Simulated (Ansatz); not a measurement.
Here is a crystal structure:

```
B N
1.0
     2.55394    0.00000    0.00000
    -1.27697    2.21178    0.00000
     0.00000    0.00000    4.22685
B N
1 2
Direct
  0.66667 0.33333 0.99972
  0.66667 0.33333 0.62528
  0.33333 0.66667 0.12528
```

Work out the structure from the coordinates.

Answer. Its composition is BN2. It takes space group P3m1 (No. 156) on a primitive hexagonal lattice. Atoms per cell: 3 (1 B, 2 N). The coordination shell of B holds four N in a tetrahedral arrangement at 1.57 to 1.58 Å. N takes two kinds of site: 1c with one B at 1.58 Å; 1b with three B in a trigonal pyramidal arrangement at 1.57 Å. The bonds build BN2 layers parallel to (001).

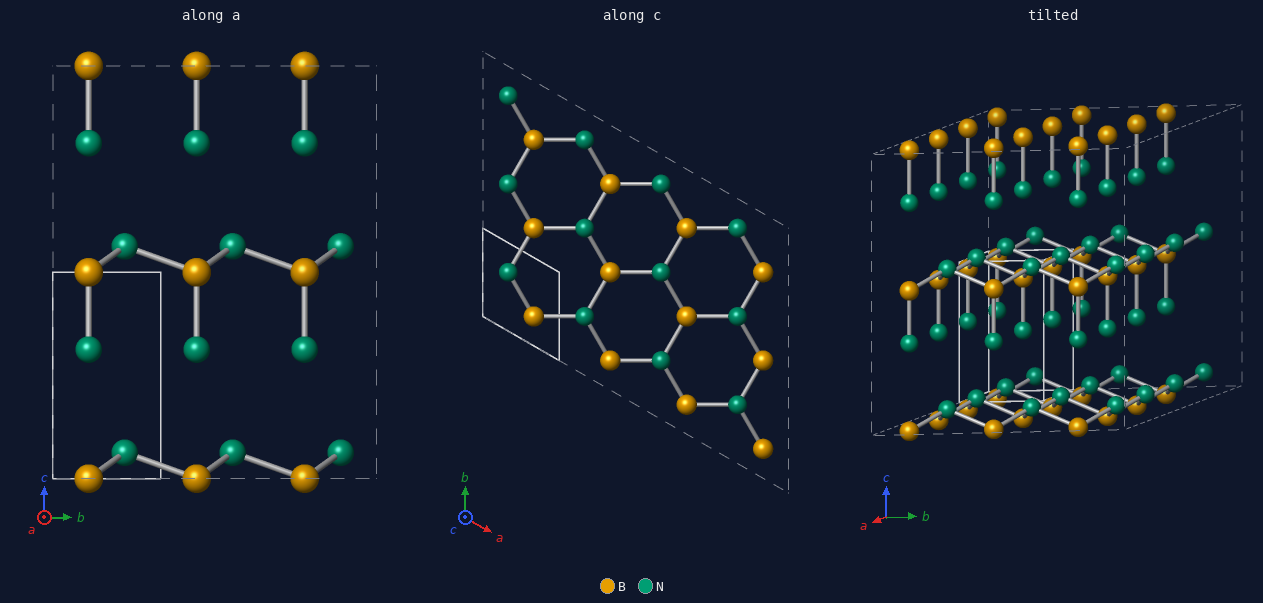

Structure drawing (ball-and-stick), viewed along the a axis, along the c axis and slightly off an axis. One conventional unit cell is drawn solid; the view covers 4×3×2 cells. Colours: boron orange, nitrogen teal.

It goes back to a structure listed in the Materials Project. Earlier steps of the study may have refined or changed the cell and positions. It was run through Ansatz as a DFT input.

At this level of theory the cell isn't at rest (stretched, at -12 GPa and forces up to 3.9 eV/Å), so its distances can differ from those at equilibrium, the more so the softer the solid.
